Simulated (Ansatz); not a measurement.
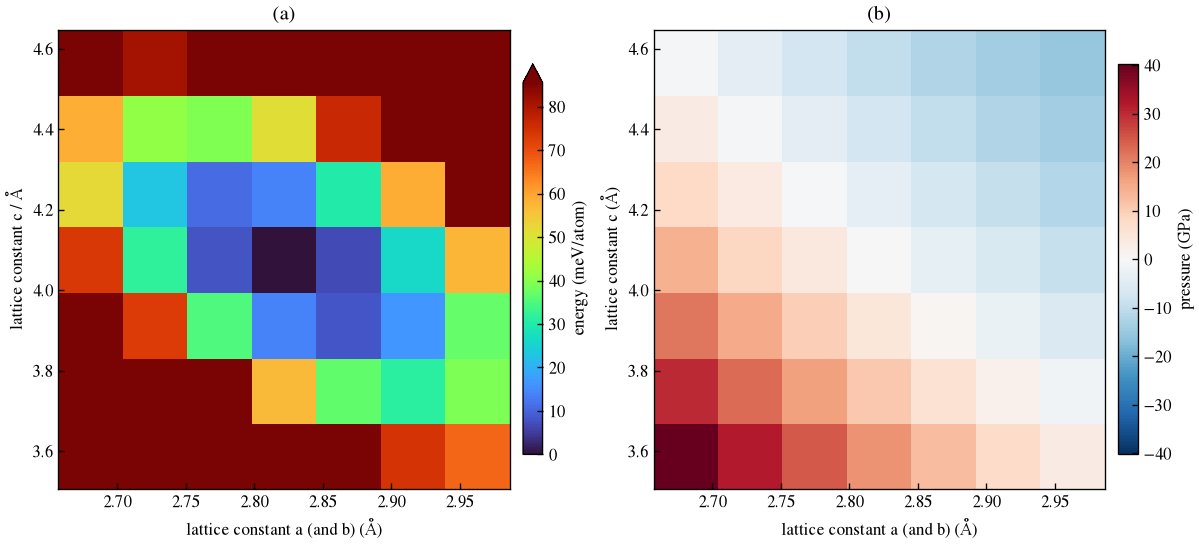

TiAl (P4/mmm, No. 123; 2 atoms in the cell). The energy is mapped over the lattice constants a and c of the conventional cell. Coordinates scanned: (1) lattice constant a (and b); (2) lattice constant c. Nothing is relaxed (symmetry fixes all fractional coordinates). The scan uses a 7 × 7 grid. Points are written as (first, second). Energies are in meV/atom, from the lowest grid point. The calculation used DFT PBE, scalar-relativistic, plane waves, PAW (Ansatz 0.2.0). Settings: cutoff 520 eV, k-mesh 16×16×12 in the order of the run's cell vectors, gaussian smearing 0.15 eV, no spin polarisation.

Panel (a) is the energy and panel (b) the computed pressure on the same grid.

In the figure: one coloured cell a grid point, one colour for all values above the top of the scale.

**How does the pressure vary over the map, and what is it at the lowest grid point?**

It runs from −15.5 GPa at (2.963 Å, 4.566 Å) to 40.2 GPa at (2.681 Å, 3.587 Å). At the lowest grid point, (2.822 Å, 4.077 Å), it is 0.0 GPa.

PAW datasets: the set soft_1.
